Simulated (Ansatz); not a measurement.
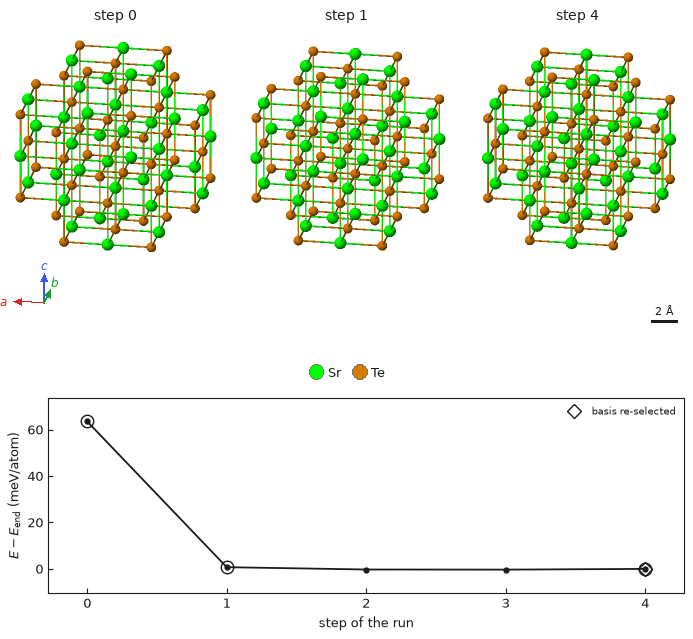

Frames of a relaxation of crystalline SrTe (built on the rocksalt type), marked on the history of the run. A ball-and-stick model of the conventional cell (4 times the calculation's cell), seen from a free direction. Lengths and directions refer to the drawn axes.

All numbers below come from DFT, PBEsol, plane waves, PAW in Ansatz. (plane-wave cutoff 420 eV; k-point mesh 6 × 6 × 6; occupations fermi dirac; smearing width 0.03 eV; no spin polarisation; cell and atoms relaxed; force threshold 0.01 eV/Å; at most 120 steps)

Describe the path.

Answer. No atom moves by more than 0.005 Å relative to the cell. The volume changes by −12.4 %, with a = b = c 6.905 → 6.608 Å (−4.3 %). Near-neighbour distances that change, for instance: Sr–Te 3.452 → 3.304 Å. The space group stays Fm-3m (No. 225). The energy falls by 63.5 meV per atom in 3 accepted moves (4 points after the start). All forces vanish by symmetry, so only the cell relaxes. Pressure: −3.56 GPa at the start and −0.01 GPa at the end. The SCF was repeated once at an unchanged geometry on a basis and grid sized afresh for the cell, which shifted the energy by 0.3 meV per atom at most. From step 0 to 1: volume −11.0 %, energy −62.8 meV per atom. From step 1 to 4: volume −1.6 %, energy −0.7 meV per atom.

| step | E − E(0), meV/atom | pressure, GPa | volume, Å³/atom | note |
| --- | --- | --- | --- | --- |
| 0 | 0.00 | -3.56 | 41.148 |  |
| 1 | -62.80 | -0.55 | 36.640 |  |
| 2 | -63.80 | 0.14 | 35.922 |  |
| 3 | -63.85 | 0.00 | 36.065 |  |
| 4 | -63.54 | -0.01 | 36.065 | same geometry, new basis |
